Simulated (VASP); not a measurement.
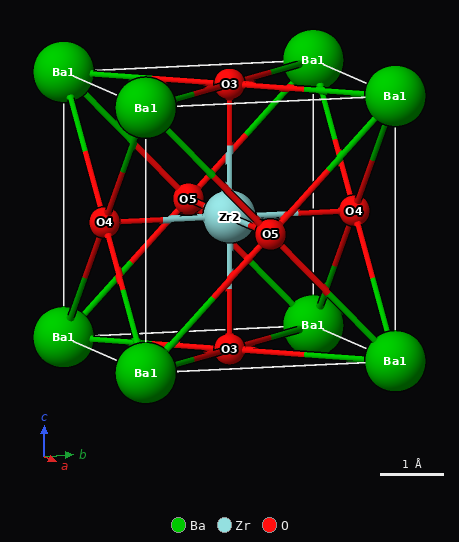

*The structure (ball-and-stick view of the cell of the calculation, seen slightly off an axis; atoms are numbered from 1 in the order of the input). An atom can appear more than once, as a periodic image.*

## Band-structure calculation, with input and output: BaZrO₃

- system: BaZrO₃ (P4/mmm, 5 atoms in the cell)
- method: DFT, r2SCAN, plane waves, PAW (VASP 6.6.1)

The structure was built on a prototype by a generator; it need not be a known phase. The geometry comes from this level: r2SCAN (a point of a series of strains). It belongs to a series of runs on one base structure; here: uniaxial_z strain +2.0%.

### INCAR
```
ENCUT = 520.000000
SIGMA = 0.010000
EDIFF = 1.00e-07
ALGO = Normal
METAGGA = R2SCAN
PREC = Accurate
IBRION = -1
ISIF = 2
ISMEAR = 0
NBANDS = 28
NELM = 120
NSW = 0
LASPH = .TRUE.
LCHARG = .FALSE.
LWAVE = .FALSE.
LREAL = .FALSE.
```

### KPOINTS
```
KPOINTS created by Atomic Simulation Environment
0
Gamma
6 6 6
0 0 0
```

### KPOINTS_OPT
```
special points
4
Reciprocal
0.0000000000 0.0000000000 0.0000000000 1
0.0000000000 0.5000000000 0.0000000000 1
0.5000000000 0.5000000000 0.0000000000 1
0.5000000000 0.5000000000 0.5000000000 1
```

### POSCAR
```
Ba Zr O
 1.0000000000000000
     4.2053549142000000    0.0000000000000000    0.0000000000000000
     0.0000000000000000    4.2053549142000000    0.0000000000000000
     0.0000000000000000    0.0000000000000000    4.2894620124999996
 Ba  Zr  O
   1   1   3
Cartesian
  0.0000000000000000  0.0000000000000000  0.0000000000000000
  2.1026774571000000  2.1026774571000000  2.1447310062499993
  2.1026774571000000  2.1026774571000000  0.0000000000000000
  2.1026774571000000  0.0000000000000000  2.1447310062499993
  0.0000000000000000  2.1026774571000000  2.1447310062499993
```

Hardware: 1 CPU thread, shared host.

Launch command:
```bash
mpirun -np 1 vasp_std
```

### OSZICAR
```
N       E                     dE             d eps       ncg     rms          rms(c)
DAV:   1     0.260846098941E+03    0.26085E+03   -0.22343E+04  2240   0.143E+03
DAV:   2    -0.843635706908E+02   -0.34521E+03   -0.33394E+03  2784   0.361E+02
DAV:   3    -0.106498911147E+03   -0.22135E+02   -0.22033E+02  3668   0.835E+01
DAV:   4    -0.107251524815E+03   -0.75261E+00   -0.75053E+00  3188   0.117E+01
DAV:   5    -0.107263414922E+03   -0.11890E-01   -0.11889E-01  3232   0.129E+00    0.281E+01
DAV:   6    -0.846820691394E+02    0.22581E+02   -0.23755E+01  2932   0.347E+01    0.969E+00
DAV:   7    -0.850402886957E+02   -0.35822E+00   -0.17840E+00  2936   0.797E+00    0.518E+00
DAV:   8    -0.851484170576E+02   -0.10813E+00   -0.86346E-01  2452   0.584E+00    0.179E+00
DAV:   9    -0.850857958342E+02    0.62621E-01   -0.27201E-01  2524   0.272E+00    0.375E-01
DAV:  10    -0.850876289636E+02   -0.18331E-02   -0.10517E-02  2876   0.655E-01    0.195E-01
DAV:  11    -0.850884732802E+02   -0.84432E-03   -0.73971E-03  2628   0.475E-01    0.153E-01
DAV:  12    -0.850881388946E+02    0.33439E-03   -0.10920E-03  2516   0.184E-01    0.458E-02
DAV:  13    -0.850881227786E+02    0.16116E-04   -0.11928E-04  2868   0.616E-02    0.694E-03
DAV:  14    -0.850881235885E+02   -0.80991E-06   -0.67621E-06  3200   0.155E-02    0.437E-03
DAV:  15    -0.850881231943E+02    0.39414E-06   -0.24505E-07  2408   0.315E-03    0.262E-03
DAV:  16    -0.850881226883E+02    0.50597E-06   -0.26958E-07  2212   0.285E-03    0.374E-04
DAV:  17    -0.850881227021E+02   -0.13708E-07   -0.11608E-08  1492   0.711E-04
   1 F= -.85088123E+02 E0= -.85088123E+02  d E =-.150663-125
       N       E                     dE             ncg
DAV:   1     0.318135089993E+04   -0.38119E+04      224
DAV:   2     0.181949916585E+04   -0.13619E+04      280
DAV:   3     0.173127616234E+04   -0.88223E+02      376
DAV:   4     0.172941387713E+04   -0.18623E+01      296
DAV:   5     0.172936197786E+04   -0.51899E-01      320
DAV:   6     0.172936146599E+04   -0.51187E-03      284
DAV:   7     0.172936145494E+04   -0.11056E-04      336
DAV:   8     0.172936145478E+04   -0.16030E-06      260
DAV:   9     0.172936145477E+04   -0.49426E-08      200
```

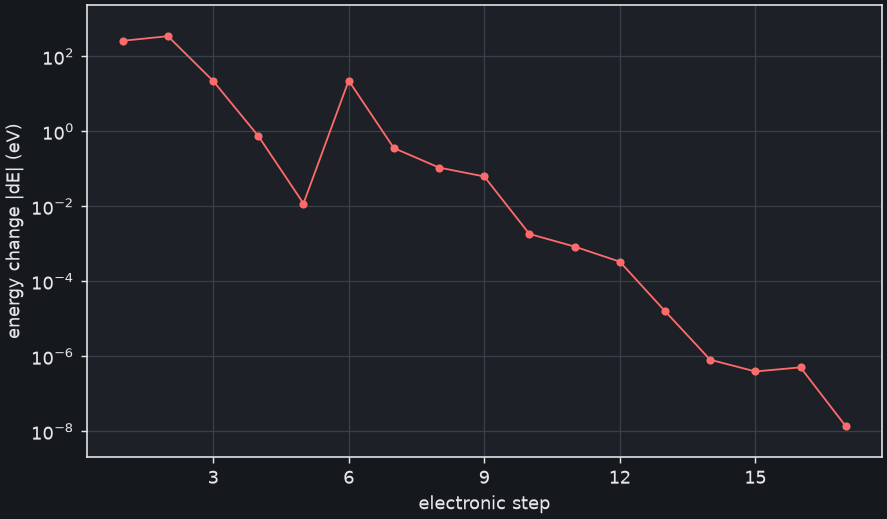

*Convergence of the self-consistent field: energy change |dE| against the electronic step.*

It takes 17 electronic steps. The density is held fixed in the first few steps, and dE rises again when its update begins.

### Parts of OUTCAR
```
k-points           NKPTS =     40   k-points in BZ     NKDIM =     40   number of bands    NBANDS=     28

   NELECT =      40.0000    total number of electrons

   dimension x,y,z NGX =    32 NGY =   32 NGZ =   32
   dimension x,y,z NGXF=    64 NGYF=   64 NGZF=   64

  energy-cutoff  :      520.00
  volume of cell :       75.86
      direct lattice vectors                 reciprocal lattice vectors
     4.205354914  0.000000000  0.000000000     0.237792058  0.000000000  0.000000000
     0.000000000  4.205354914  0.000000000     0.000000000  0.237792058  0.000000000
     0.000000000  0.000000000  4.289462012     0.000000000  0.000000000  0.233129469

 k-points in reciprocal lattice and weights: KPOINTS created by Atomic Simulation Env
   0.00000000  0.00000000  0.00000000       0.005
   0.16666667  0.00000000  0.00000000       0.019
   0.33333333  0.00000000  0.00000000       0.019
   0.50000000  0.00000000  0.00000000       0.009
   0.16666667  0.16666667  0.00000000       0.019
   0.33333333  0.16666667  0.00000000       0.037
   0.50000000  0.16666667  0.00000000       0.019
   0.33333333  0.33333333  0.00000000       0.019
   0.50000000  0.33333333  0.00000000       0.019
   0.50000000  0.50000000  0.00000000       0.005
   0.00000000  0.00000000  0.16666667       0.009
   0.16666667  0.00000000  0.16666667       0.037
   0.33333333  0.00000000  0.16666667       0.037
   0.50000000  0.00000000  0.16666667       0.019
   0.16666667  0.16666667  0.16666667       0.037
   0.33333333  0.16666667  0.16666667       0.074
   0.50000000  0.16666667  0.16666667       0.037
   0.33333333  0.33333333  0.16666667       0.037
   0.50000000  0.33333333  0.16666667       0.037
   0.50000000  0.50000000  0.16666667       0.009
   0.00000000  0.00000000  0.33333333       0.009
   0.16666667  0.00000000  0.33333333       0.037
   0.33333333  0.00000000  0.33333333       0.037
   0.50000000  0.00000000  0.33333333       0.019
   0.16666667  0.16666667  0.33333333       0.037
   0.33333333  0.16666667  0.33333333       0.074
   0.50000000  0.16666667  0.33333333       0.037
   0.33333333  0.33333333  0.33333333       0.037
   0.50000000  0.33333333  0.33333333       0.037
   0.50000000  0.50000000  0.33333333       0.009
   0.00000000  0.00000000  0.50000000       0.005
   0.16666667  0.00000000  0.50000000       0.019
   0.33333333  0.00000000  0.50000000       0.019
   0.50000000  0.00000000  0.50000000       0.009
   0.16666667  0.16666667  0.50000000       0.019
   0.33333333  0.16666667  0.50000000       0.037
   0.50000000  0.16666667  0.50000000       0.019
   0.33333333  0.33333333  0.50000000       0.019
   0.50000000  0.33333333  0.50000000       0.019
   0.50000000  0.50000000  0.50000000       0.005

 E-fermi :   3.4612

 k-point     1 :       0.0000    0.0000    0.0000
  band No.  band energies     occupation
      1     -45.4291      2.00000
      2     -22.8406      2.00000
      3     -22.8406      2.00000
      4     -22.8184      2.00000
      5     -22.8167      2.00000
      6     -14.0345      2.00000
      7     -13.8017      2.00000
      8     -13.6778      2.00000
      9      -7.5524      2.00000
     10      -7.5115      2.00000
     11      -7.5115      2.00000
     12       1.6875      2.00000
     13       1.7801      2.00000
     14       1.7801      2.00000
     15       2.2591      2.00000
     16       2.3330      2.00000
     17       2.3330      2.00000
     18       2.9816      2.00000
     19       3.0128      2.00000
     20       3.0128      2.00000
     21       6.8771      0.00000
     22       6.8771      0.00000
     23       6.9619      0.00000
     24       8.3223      0.00000
     25       8.4796      0.00000
     26       9.7248      0.00000
     27      10.8277      0.00000
     28      11.0588      0.00000

 k-point     2 :       0.1667    0.0000    0.0000
  band No.  band energies     occupation
      1     -45.4283      2.00000
      2     -22.9750      2.00000
      3     -22.8390      2.00000
      4     -22.8168      2.00000
      5     -22.7367      2.00000
      6     -14.0126      2.00000
      7     -13.7031      2.00000
      8     -13.6012      2.00000
      9      -7.5352      2.00000
     10      -7.4935      2.00000
     11      -7.4757      2.00000
     12       1.3123      2.00000
     13       1.6091      2.00000
     14       1.7080      2.00000
     15       2.0256      2.00000
     16       2.0877      2.00000
     17       2.1401      2.00000
     18       2.4102      2.00000
     19       2.8927      2.00000
     20       2.9245      2.00000
     21       6.9709      0.00000
     22       7.4695      0.00000
     23       7.5443      0.00000
     24       8.7707      0.00000
     25       8.9161      0.00000
     26      10.2500      0.00000
     27      10.9002      0.00000
     28      11.9052      0.00000

 k-point     3 :       0.3333    0.0000    0.0000
  band No.  band energies     occupation
      1     -45.4265      2.00000
      2     -23.1317      2.00000
      3     -22.8357      2.00000
      4     -22.8135      2.00000
      5     -22.6831      2.00000
      6     -14.0876      2.00000
      7     -13.6928      2.00000
      8     -13.1143      2.00000
      9      -7.5005      2.00000
     10      -7.4571      2.00000
     11      -7.4044      2.00000
     12       0.1332      2.00000
     13       1.4199      2.00000
     14       1.5405      2.00000
     15       1.6537      2.00000
     16       1.6882      2.00000
     17       1.7481      2.00000
     18       1.8311      2.00000
     19       2.7784      2.00000
     20       2.8042      2.00000
     21       7.1832      0.00000
     22       8.6732      0.00000
     23       8.7216      0.00000
     24       9.7062      0.00000
     25       9.8828      0.00000
     26      10.8203      0.00000
     27      11.3553      0.00000
     28      11.6161      0.00000

 k-point     4 :       0.5000    0.0000    0.0000
  band No.  band energies     occupation
      1     -45.4256      2.00000
      2     -23.2001      2.00000
      3     -22.8341      2.00000
      4     -22.8118      2.00000
      5     -22.6634      2.00000
      6     -14.1352      2.00000
      7     -13.6902      2.00000
      8     -12.8407      2.00000
      9      -7.4828      2.00000
     10      -7.4387      2.00000
     11      -7.3687      2.00000
     12      -0.4728      2.00000
     13       1.3052      2.00000
     14       1.4388      2.00000
     15       1.5120      2.00000
     16       1.5306      2.00000
     17       1.5433      2.00000
     18       1.6747      2.00000
     19       2.7381      2.00000
     20       2.7607      2.00000
     21       7.3059      0.00000
     22       9.3632      0.00000
     23       9.3846      0.00000
     24      10.1964      0.00000
     25      10.4668      0.00000
     26      10.8203      0.00000
     27      11.0775      0.00000
     28      12.2052      0.00000

 k-point     5 :       0.1667    0.1667    0.0000
  band No.  band energies     occupation
      1     -45.4274      2.00000
      2     -22.9921      2.00000
      3     -22.9085      2.00000
      4     -22.8151      2.00000
      5     -22.7052      2.00000
      6     -13.9082      2.00000
      7     -13.6054      2.00000
      8     -13.5932      2.00000
      9      -7.5486      2.00000
     10      -7.5157      2.00000
     11      -7.4112      2.00000
     12       1.1145      2.00000
     13       1.3485      2.00000
     14       1.5294      2.00000
     15       1.5707      2.00000
     16       1.8209      2.00000
     17       2.2276      2.00000
     18       2.3646      2.00000
     19       2.6649      2.00000
     20       2.7792      2.00000
     21       7.5206      0.00000
     22       7.5740      0.00000
     23       7.8777      0.00000
     24       9.2263      0.00000
     25       9.3595      0.00000
     26      10.5126      0.00000
     27      11.3827      0.00000
     28      11.8393      0.00000

 [... the levels of 34 k-points are left out ...]

 k-point    40 :       0.5000    0.5000    0.5000
  band No.  band energies     occupation
      1     -45.4195      2.00000
      2     -23.0946      2.00000
      3     -23.0946      2.00000
      4     -23.0157      2.00000
      5     -22.6993      2.00000
      6     -12.8843      2.00000
      7     -12.8580      2.00000
      8     -12.8580      2.00000
      9      -7.9721      2.00000
     10      -7.9721      2.00000
     11      -7.9286      2.00000
     12      -0.5720      2.00000
     13      -0.4198      2.00000
     14      -0.1890      2.00000
     15       0.6232      2.00000
     16       0.7904      2.00000
     17       0.7904      2.00000
     18       3.2680      2.00000
     19       3.2680      2.00000
     20       3.2941      2.00000
     21       9.7380      0.00000
     22       9.7380      0.00000
     23       9.8473      0.00000
     24      10.5052      0.00000
     25      10.5052      0.00000
     26      10.6678      0.00000
     27      12.7221      0.00000
     28      12.9086      0.00000

  Total       -0.3197456     -0.3197456     -2.3161434      0.0000000      0.0000000      0.0000000
  in kB       -6.7531596     -6.7531596    -48.9179099      0.0000000      0.0000000      0.0000000
  external PRESSURE =     -20.8080764 kB  Pullay stress =       0.0000000 kB

 POSITION                                       TOTAL-FORCE (eV/Angst)
 -----------------------------------------------------------------------------------
      0.00000      0.00000      0.00000         0.000000      0.000000      0.000000
      2.10268      2.10268      2.14473         0.000000      0.000000      0.000000
      2.10268      2.10268      0.00000         0.000000      0.000000      0.000000
      2.10268      0.00000      2.14473         0.000000      0.000000      0.000000
      0.00000      2.10268      2.14473         0.000000      0.000000      0.000000
 -----------------------------------------------------------------------------------
    total drift:                                0.000000     -0.000000     -0.000000

  FREE ENERGIE OF THE ION-ELECTRON SYSTEM (eV)
  ---------------------------------------------------
  free  energy   TOTEN  =       -85.0881227021 eV

  energy  without entropy=      -85.0881227021  energy(sigma->0) =      -85.08812270
```

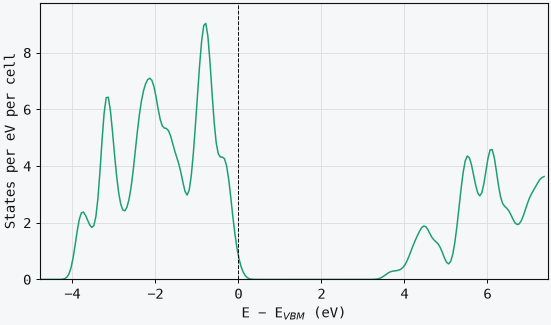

*Density of states (the curve is built from the levels of the k mesh with Gaussians 0.3 eV wide, which also blur the band edges), with energies from the valence-band top.*

There is a gap of 3.58 eV on the k-point mesh. Small ripples come from the finite k-point mesh.

### Key numbers

```csv
quantity,value
outcome,converged
space group (tolerance 0.01 Å),P4/mmm (123)
electrons treated,40
free energy,−85.0881 eV
Fermi energy,3.461 eV
band gap,3.58 eV
pressure,−2.08 GPa
largest force (length of the vector),under 0.001 eV/Å
wall time,2.8 min
peak memory,0.27 GiB
```
